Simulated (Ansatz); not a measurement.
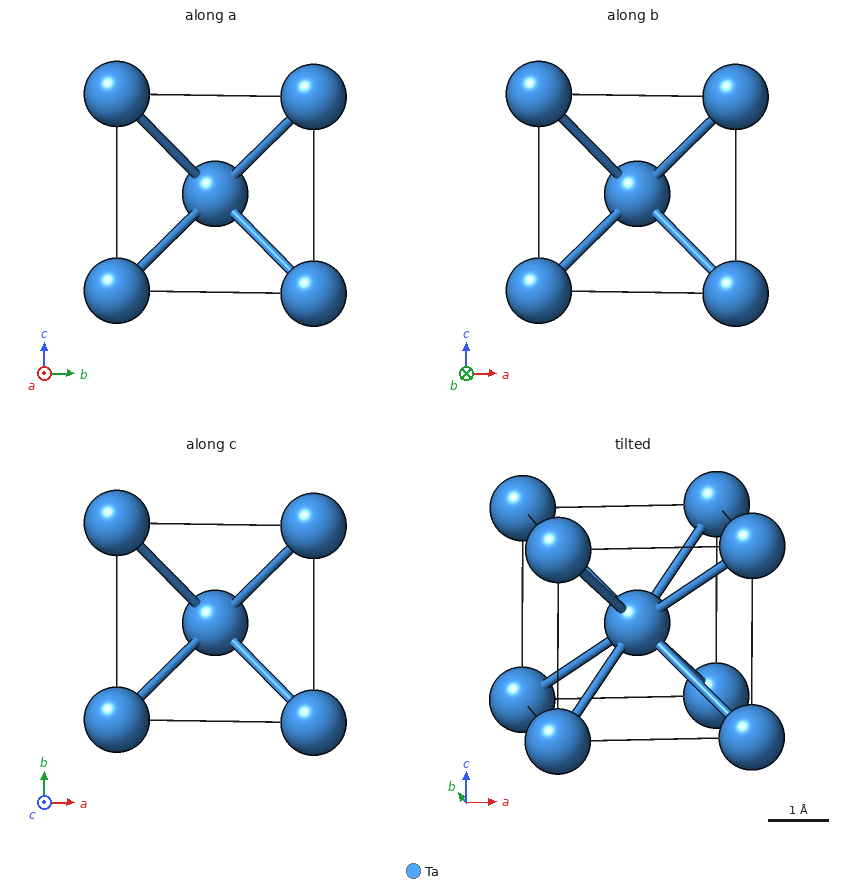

Drawn in the ball-and-stick manner and seen along the a axis, along the b axis, along the c axis and slightly off an axis. The lines enclose the drawn cell (a repeat of the simulation cell); boundary atoms appear with their images.

Lattice parameters: a = 3.3211 Å, b = 3.3211 Å, c = 3.3211 Å, α = 90.856°, β = 90.856°, γ = 90.856°.

Convert the drawing into a CIF in P1 with every atom of the cell.

```cif
data_structure
_symmetry_space_group_name_H-M 'P 1'
_symmetry_Int_Tables_number 1
_cell_length_a 3.3211
_cell_length_b 3.3211
_cell_length_c 3.3211
_cell_angle_alpha 90.856
_cell_angle_beta 90.856
_cell_angle_gamma 90.856
_cell_volume 36.62
loop_
_atom_site_label
_atom_site_type_symbol
_atom_site_fract_x
_atom_site_fract_y
_atom_site_fract_z
_atom_site_occupancy
Ta1 Ta 0.0000 0.0000 0.0000 1
Ta2 Ta 0.5000 0.5000 0.5000 1
```

It goes back to a structure type filled with this element by a generator (whether the element takes this form wasn't checked). The cell was then strained or its atoms displaced on purpose. It went into a calculation with Ansatz.
